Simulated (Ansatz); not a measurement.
The calculation's input:

```
crystal:
  lattice:
    - [0.0, 1.9287860497, 1.9287860497]
    - [1.9287860497, 0.0, 1.9287860497]
    - [1.9287860497, 1.9287860497, 0.0]
  atoms:
    - { symbol: Zn, position: [0.0, 0.0, 0.0] }
basis:
  ecutwfc: 520.0
kpoints:
  mp_grid: { grid: [22, 22, 22] }
hamiltonian:
  xc: pbe
scf:
  occupations: { method: gaussian, width: 0.15 }
output:
  forces: true
  stress: true
  eigenvalues: true
  write_density: true
  write_potential: true
  elf: true
  volumetric_format: npy
```

Run with:

```sh
ansatz run input.yaml --threads 1 --pin off --max-ram 2048MiB --backend cpu --events-out ev --progress --plain --runs-dir out
```

Below, planes, directions and counts refer to the conventional cell (a = 3.86 Å, b = 3.86 Å, c = 3.86 Å, α = 90.00°, β = 90.00°, γ = 90.00°).

Space group Fm-3m; a structure from a database of computed crystals, not necessarily the ambient phase; computed pressure about 4 GPa in this cell.

These are results of DFT PBE, scalar-relativistic, plane waves, PAW (Ansatz), not measurements.

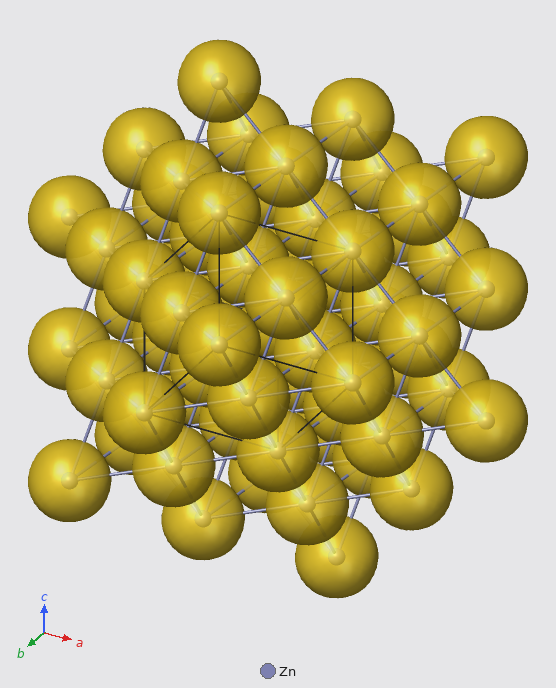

Zn. Isosurface of the valence electron density at 0.3 e/Å³ (yellow), seen at an oblique angle. Sticks mark near contacts.

In a PAW calculation such maps are meaningful between the atoms, not at the nuclei.

**Which contacts does the surface bridge?**

At this value the density breaks into separate islands; it holds about 85 % of the electrons treated as valence. It bridges none of the near contacts. It is pinched off along the shortest Zn–Zn (2.73 Å) contacts. On the grid the lowest density along these lines, outside the cores, is 0.21 e/Å³ (Zn–Zn, 2.73 Å).

**Does the calculation give a band gap?**

It is metallic or semimetallic at this level of theory: no gap opens.
